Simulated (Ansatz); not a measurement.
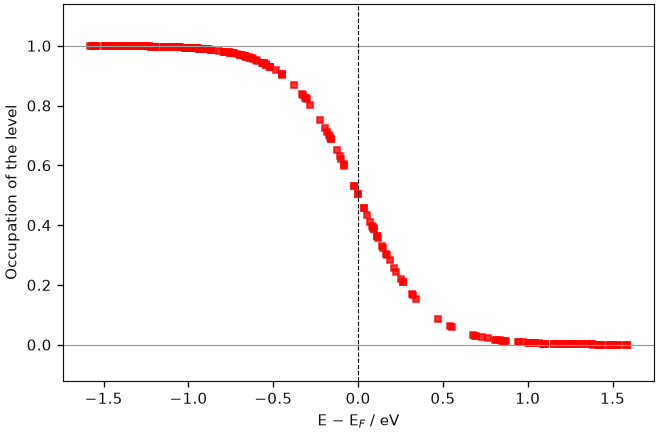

Occupations of the one-electron levels of the k mesh against their energy, from a run on Fe, space group Im-3m, 1 atom in the cell, with Ansatz.

Q: Name the smearing function and its width.

A: Fermi-Dirac smearing with a width of 0.2 eV. The occupations stay between 0 and 1 and have long exponential tails; the slope at the Fermi level is 1/(4 × width).

Q: Is that width safe?

A: It is wide: energies, forces and moments pick up smearing errors, and small gaps get partly filled, so it should be reduced or extrapolated to zero width.
